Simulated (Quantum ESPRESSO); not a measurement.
# AlN (F-43m): zone-centre phonons

Aim: the zone-centre modes of AlN (F-43m).

Program: Quantum ESPRESSO 7.5. Level of theory: DFT LDA, scalar-relativistic, plane waves, PseudoDojo norm-conserving pseudopotentials. Results are calculated unless marked as measured.

## 1. The starting structure

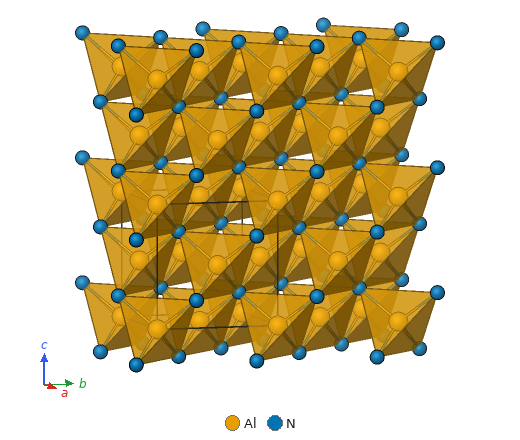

The starting structure, seen slightly off an axis (aluminium orange, nitrogen blue). 1×2×2 cells are drawn. This picture shows the conventional cell, with its axes. Some periodic images of atoms are drawn too.

## 2. A first look

A cheap run with smearing and empty bands tells whether the crystal has a gap, which decides between fixed occupations and smearing later on.

File probe.in:

```
&CONTROL
  calculation = 'scf'
  prefix      = 'x'
  outdir      = './tmp'
  pseudo_dir  = './pseudo'
  tprnfor     = .true.
  tstress     = .true.
  verbosity   = 'high'
/
&SYSTEM
  ibrav       = 0
  nat         = 2
  ntyp        = 2
  ecutwfc     = 92.0
  occupations = 'smearing'
  smearing    = 'gaussian'
  degauss     = 0.01
/
&ELECTRONS
  conv_thr         = 1.0d-07
  mixing_beta      = 0.7
  electron_maxstep = 100
/
ATOMIC_SPECIES
 Al     26.9815  Al.upf
 N      14.0070  N.upf
CELL_PARAMETERS angstrom
    -2.183993560    0.000000000    2.183993560
     0.000000000    2.183993560    2.183993560
    -2.183993560    2.183993560    0.000000000
ATOMIC_POSITIONS crystal
 Al     0.000000000   0.000000000   0.000000000
 N      0.750000000   0.750000000   0.750000000
K_POINTS automatic
 8 8 8 0 0 0
```

Launch:

```
$ OMP_NUM_THREADS=1 mpirun -n 4 pw.x -nk 4 -in probe.in > probe.out
```

What it wrote:

```text
[banners, grids, parts of the stress and lines that vanish by symmetry left out]
Program PWSCF v.7.5
     Message from routine setup:
     using ibrav=0 with symmetry is DISCOURAGED, use correct ibrav instead
[...]
kinetic-energy cutoff     =      92.0000  Ry
     charge density cutoff     =     368.0000  Ry
     scf convergence threshold =      1.0E-07
[...]
Exchange-correlation= SLA  PW   NOGX NOGC
                           (   1   4   0   0   0   0   0)
[...]
24 Sym. Ops. (no inversion) found
[...]
(     0          1          0      )
                  (     0          0          1      )
[...]
(  0.0000000  1.0000000  0.0000000 )
                  ( -0.0000000 -0.0000000  1.0000000 )
[...]
(     1          0         -1      )
                  (     0          0         -1      )
[...]
(  0.0000000  1.0000000  0.0000000 )
[...]
(    -1          0          1      )
                  (    -1          0          0      )
[...]
( -0.0000000 -0.0000000  1.0000000 )
                  (  0.0000000 -1.0000000 -0.0000000 )
[...]
number of k points=    29  Gaussian smearing, width (Ry)=  0.0100
[...]
End of self-consistent calculation
[...]
the Fermi energy is     9.0383 ev
!    total energy              =     -25.68365539 Ry
[...]
convergence has been achieved in   9 iterations
[...]
atom    1 type  1   force =     0.00000000   -0.00000000    0.00000000
     atom    2 type  2   force =    -0.00000000    0.00000000   -0.00000000
[...]
Total force =     0.000000     Total SCF correction =     0.000000
[...]
total   stress  (Ry/bohr**3)                   (kbar)     P=      -48.28
[...]
XML data file, charge density, pseudopotentials, collected wavefunctions

   JOB DONE.
```

The job ended after 2.4 s (4 MPI ranks of Arm Neoverse V2, shared host).

Numbers from this step:

| Quantity | Value |
| --- | --- |
| volume per atom | 10.42 Å³ |
| pressure | -4.828 GPa |
| gap on the k-mesh | 3.258 eV |

A gap of 3.3 eV opens on this mesh, so the crystal is taken as an insulator; the start stands at -4.8 GPa.

## 3. Relaxation

The relaxation runs at a cutoff a fifth above that of the response, since stress converges more slowly with the basis than frequencies do. Forces and stress are brought to rest with tight thresholds.

File relax.in:

```
&CONTROL
  calculation   = 'vc-relax'
  prefix        = 'x'
  outdir        = './tmp'
  pseudo_dir    = './pseudo'
  tprnfor       = .true.
  tstress       = .true.
  forc_conv_thr = 2.0d-05
  etot_conv_thr = 1.0d-07
  nstep         = 40
/
&SYSTEM
  ibrav       = 0
  nat         = 2
  ntyp        = 2
  ecutwfc     = 110
  occupations = 'fixed'
  nbnd        = 6
/
&ELECTRONS
  conv_thr         = 1.0d-11
  mixing_beta      = 0.7
  electron_maxstep = 100
/
&IONS
/
&CELL
  press_conv_thr = 0.2
/
ATOMIC_SPECIES
 Al     26.9815  Al.upf
 N      14.0070  N.upf
CELL_PARAMETERS angstrom
    -2.183993560    0.000000000    2.183993560
     0.000000000    2.183993560    2.183993560
    -2.183993560    2.183993560    0.000000000
ATOMIC_POSITIONS crystal
 Al     0.000000000   0.000000000   0.000000000
 N      0.750000000   0.750000000   0.750000000
K_POINTS automatic
 10 10 10 0 0 0
```

Launch:

```
$ OMP_NUM_THREADS=1 mpirun -n 4 pw.x -nk 4 -in relax.in > relax.out
```

What it wrote:

```text
[banners, grids, parts of the stress and lines that vanish by symmetry left out]
[banner, memory and clock lines left out]
Program PWSCF v.7.5

[...]
kinetic-energy cutoff     =     110.0000  Ry
     charge density cutoff     =     440.0000  Ry
     scf convergence threshold =      1.0E-11
[...]
energy convergence thresh.=      1.0E-07
     force convergence thresh. =      2.0E-05
     press convergence thresh. =      2.0E-01
     Exchange-correlation= SLA  PW   NOGX NOGC
                           (   1   4   0   0   0   0   0)
[...]
24 Sym. Ops. (no inversion) found
[...]
number of k points=    47
[...]
End of self-consistent calculation
[...]
highest occupied, lowest unoccupied level (ev):     6.6466    9.9052
!    total energy              =     -25.68371693 Ry
[...]
convergence has been achieved in  13 iterations
[...]
atom    1 type  1   force =     0.00000000    0.00000000    0.00000000
     atom    2 type  2   force =    -0.00000000    0.00000000   -0.00000000
     Total force =     0.000000     Total SCF correction =     0.000000
[...]
total   stress  (Ry/bohr**3)                   (kbar)     P=      -48.38
[...]
number of bfgs steps    =   0
[...]
CELL_PARAMETERS (angstrom)
[...]
ATOMIC_POSITIONS (crystal)
Al               0.0000000000        0.0000000000        0.0000000000
N                0.7500000000        0.7500000000        0.7500000000
[...]
New effective cutoffs (rho, wfc):  445.34  111.83
[...]
End of self-consistent calculation
[...]
highest occupied, lowest unoccupied level (ev):     6.9046   10.1756
!    total energy              =     -25.68427857 Ry
[...]
convergence has been achieved in   9 iterations
[...]
atom    1 type  1   force =    -0.00000000   -0.00000000   -0.00000000
     atom    2 type  2   force =     0.00000000    0.00000000    0.00000000
     Total force =     0.000000     Total SCF correction =     0.000000
[...]
total   stress  (Ry/bohr**3)                   (kbar)     P=        1.35
[...]
number of bfgs steps    =   1
[...]
CELL_PARAMETERS (angstrom)
[...]
ATOMIC_POSITIONS (crystal)
Al              -0.0000000000       -0.0000000000        0.0000000000
N                0.7500000000        0.7500000000        0.7500000000
[...]
New effective cutoffs (rho, wfc):  445.14  111.78
[...]
End of self-consistent calculation
[...]
highest occupied, lowest unoccupied level (ev):     6.8976   10.1682
!    total energy              =     -25.68427898 Ry
[...]
convergence has been achieved in   9 iterations
[...]
atom    1 type  1   force =    -0.00000000    0.00000000   -0.00000000
     atom    2 type  2   force =     0.00000000   -0.00000000    0.00000000
     Total force =     0.000000     Total SCF correction =     0.000000
[...]
total   stress  (Ry/bohr**3)                   (kbar)     P=       -0.05
[...]
number of bfgs steps    =   2
[...]
small trust_radius: resetting bfgs history
[...]
CELL_PARAMETERS (angstrom)
[...]
ATOMIC_POSITIONS (crystal)
Al              -0.0000000000       -0.0000000000        0.0000000000
N                0.7500000000        0.7500000000        0.7500000000
[...]
New effective cutoffs (rho, wfc):  445.15  111.78
[...]
End of self-consistent calculation
[...]
highest occupied, lowest unoccupied level (ev):     6.8978   10.1685
!    total energy              =     -25.68427898 Ry
[...]
convergence has been achieved in   6 iterations
[...]
atom    1 type  1   force =    -0.00000000    0.00000000   -0.00000000
     atom    2 type  2   force =     0.00000000   -0.00000000    0.00000000
     Total force =     0.000000     Total SCF correction =     0.000000
[...]
total   stress  (Ry/bohr**3)                   (kbar)     P=        0.00
[...]
bfgs converged in   4 scf cycles and   3 bfgs steps
[...]
End of BFGS Geometry Optimization
     Final enthalpy           =     -25.6842789783 Ry
     File ./tmp/x.bfgs deleted, as requested
[...]
CELL_PARAMETERS (angstrom)
[...]
ATOMIC_POSITIONS (crystal)
Al              -0.0000000000       -0.0000000000        0.0000000000
N                0.7500000000        0.7500000000        0.7500000000
[...]
Final scf calculation at the relaxed structure.
[...]
kinetic-energy cutoff     =     110.0000  Ry
     charge density cutoff     =     440.0000  Ry
     scf convergence threshold =      1.0E-13
[...]
press convergence thresh. =      2.0E-01
     Exchange-correlation= SLA  PW   NOGX NOGC
                           (   1   4   0   0   0   0   0)
[...]
24 Sym. Ops. (no inversion) found
[...]
number of k points=    47
[...]
c_bands:  1 eigenvalues not converged
     c_bands:  1 eigenvalues not converged
[...]
End of self-consistent calculation
[...]
highest occupied, lowest unoccupied level (ev):     6.8978   10.1685
!    total energy              =     -25.68427363 Ry
[...]
convergence has been achieved in  22 iterations
[...]
atom    1 type  1   force =    -0.00000000   -0.00000000   -0.00000000
     atom    2 type  2   force =    -0.00000000   -0.00000000   -0.00000000
     Total force =     0.000000     Total SCF correction =     0.000000
[...]
total   stress  (Ry/bohr**3)                   (kbar)     P=       -0.00
[...]
XML data file, charge density, pseudopotentials, collected wavefunctions
```

It took 17 s on 4 MPI ranks.

Step by step:

```csv
step,energy less that of the first step (eV),largest force (eV/Å),pressure (GPa),volume (Å³)
1,0.0000,0.0000,-4.84,20.83
2,-0.0076,0.0000,0.14,20.32
3,-0.0076,0.0000,-0.01,20.34
4,-0.0076,0.0000,0.00,20.34
5,-0.0076,0.0000,0.00,20.34
```

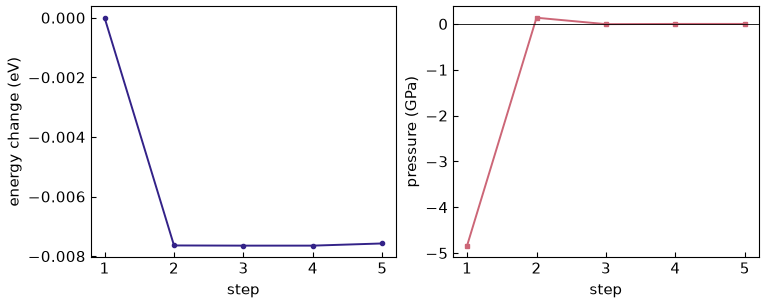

Energy and pressure along the relaxation.

```csv
"conventional cell, symmetrised",before,after,change
a (Å),4.368,4.333,-0.8 %
b (Å),4.368,4.333,-0.8 %
c (Å),4.368,4.333,-0.8 %
volume (Å³/atom),10.42,10.17,-2.4 %
```

The relaxed structure:

```
Al N
1.0
    -2.16650    0.00000    2.16650
     0.00000    2.16650    2.16650
    -2.16650    2.16650    0.00000
Al N
1 1
Cartesian
  0.0000 0.0000 0.0000
  -3.2497 3.2497 3.2497
```

The last row of the table of steps is pw.x's closing run on a basis chosen anew for the final cell, so its energy can jump.

Numbers from this step:

| Property | Result |
| --- | --- |
| volume per atom | 10.17 Å³ |
| pressure | 0 GPa |
| gap on the k-mesh | 3.271 eV |

The volume changes by -2.4 % from the cell with which this run began.

## 4. Ground state

Perturbation theory inherits every error of the wavefunctions, so the threshold is set near the limit of the arithmetic. With a gap, occupations are fixed, which also allows the response to an electric field.

File scf.in:

```
&CONTROL
  calculation = 'scf'
  prefix      = 'x'
  outdir      = './tmp'
  pseudo_dir  = './pseudo'
  tprnfor     = .true.
  tstress     = .true.
/
&SYSTEM
  ibrav       = 0
  nat         = 2
  ntyp        = 2
  ecutwfc     = 92.0
  occupations = 'fixed'
  nbnd        = 6
/
&ELECTRONS
  conv_thr         = 1.0d-12
  mixing_beta      = 0.7
  electron_maxstep = 100
/
ATOMIC_SPECIES
 Al     26.9815  Al.upf
 N      14.0070  N.upf
CELL_PARAMETERS angstrom
    -2.166498641    0.000000000    2.166498641
     0.000000000    2.166498641    2.166498641
    -2.166498641    2.166498641    0.000000000
ATOMIC_POSITIONS crystal
 Al     0.000000000   0.000000000   0.000000000
 N      0.750000000   0.750000000   0.750000000
K_POINTS automatic
 12 12 12 0 0 0
```

Launch:

```
$ OMP_NUM_THREADS=1 mpirun -n 4 pw.x -nk 4 -in scf.in > scf.out
```

What it wrote:

```text
[banners, grids, parts of the stress and lines that vanish by symmetry left out]
[banner, memory and clock lines left out]
Program PWSCF v.7.5

[...]
kinetic-energy cutoff     =      92.0000  Ry
     charge density cutoff     =     368.0000  Ry
     scf convergence threshold =      1.0E-12
[...]
Exchange-correlation= SLA  PW   NOGX NOGC
                           (   1   4   0   0   0   0   0)
[...]
24 Sym. Ops. (no inversion) found
[...]
number of k points=    72
[...]
End of self-consistent calculation
[...]
highest occupied, lowest unoccupied level (ev):     6.8978   10.1686
!    total energy              =     -25.68422036 Ry
[...]
convergence has been achieved in  16 iterations
[...]
atom    1 type  1   force =     0.00000000   -0.00000000    0.00000000
     atom    2 type  2   force =     0.00000000   -0.00000000    0.00000000
     Total force =     0.000000     Total SCF correction =     0.000000
[...]
total   stress  (Ry/bohr**3)                   (kbar)     P=        0.17
[...]
XML data file, charge density, pseudopotentials, collected wavefunctions
```

It took 6 s on 4 MPI ranks.

Numbers from this step:

* pressure: 0.017 GPa

The cell stands at 0.017 GPa, close enough for phonons.

(Continued in part 2 of 4.)

[Host names and launcher messages were left out of these logs when they were recorded.]

[Logs are printed without paths, hosts, clocks, repeated set-up lines and the standing remarks that a program may print on its own settings, such as how far it seeks lower states.]

[Hosts, paths, dates, database ids (printed as entryN), source tags and the programs' standing remarks are cut or masked in the printed files.]
